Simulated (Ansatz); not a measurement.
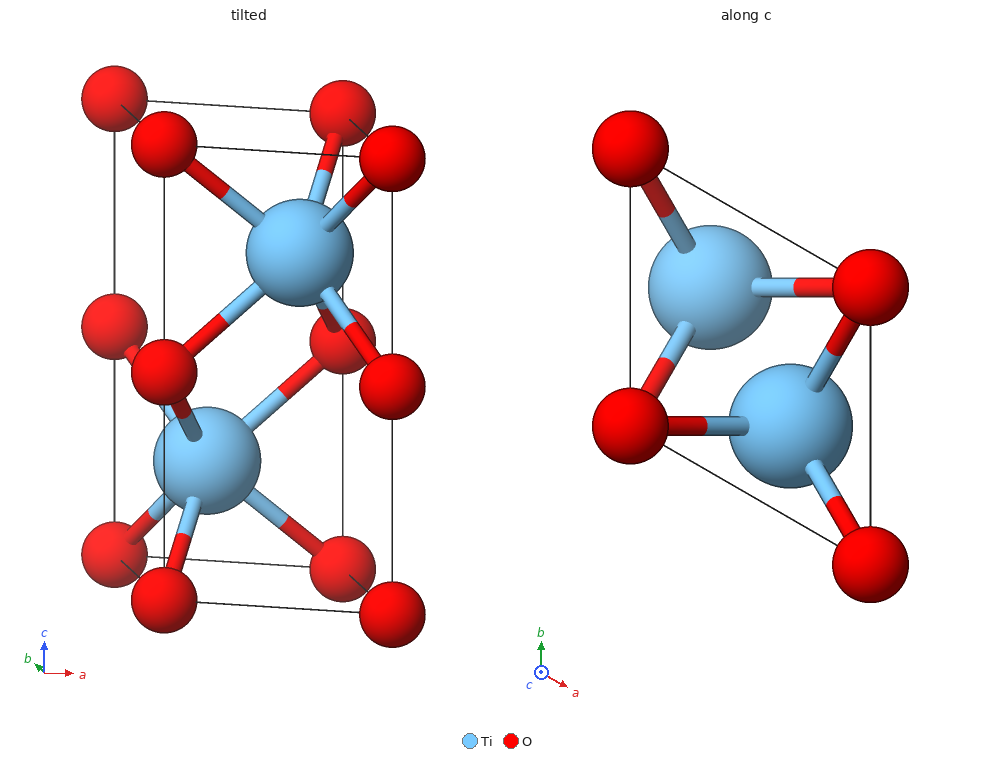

Shown here is a ball-and-stick view of the crystal, taken slightly off an axis and along the c axis. Thin lines show the conventional unit cell, with boundary atoms drawn in all their periodic places. Cell: a = 2.82 Å, b = 2.82 Å, c = 5.46 Å, α = 90.00°, β = 90.00°, γ = 120.00°.

The structure was taken from a structure listed in the Materials Project. Earlier steps of the study may have refined or changed the cell and positions. Ansatz was used for an electronic-structure calculation on it.

### Characterise what is shown.

The compound is TiO. It is primitive hexagonal, space group P6_3/mmc (No. 194). The structure is of the kind named anti-NiAs type. The cell holds 4 atoms (2 Ti, 2 O), Z = 2. Ti bonds to six Ti and six O (about 2.8 Å to Ti, 2.1 Å to O). O bonds to six Ti in a distorted octahedral arrangement at about 2.1 Å. Not all metal-metal contacts are counted. The bonds build a three-dimensional framework.

Level of theory and settings: DFT PBEsol, scalar-relativistic, plane waves, PAW (Ansatz 0.2.0), plane-wave cutoff 420 eV, an 18×18×8 k-point grid, Gaussian smearing of 0.1 eV, no spin polarisation.

### Metal or not?

A metal: bands cross the Fermi level.

### How are the electrons shared out in a Bader analysis?

Ti +1.34 e; O -1.34 e.

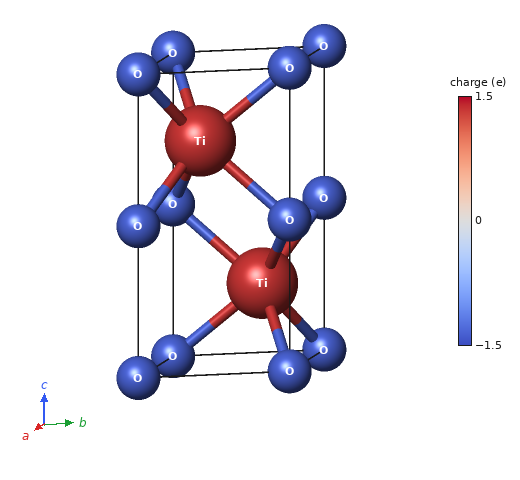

The atoms coloured by those charges. The run's cell of 4 atoms is drawn.

### Can this geometry be taken as optimised?

Yes. All forces vanish to within 0.01 eV/Å. The pressure is 0.0 GPa, close to zero.
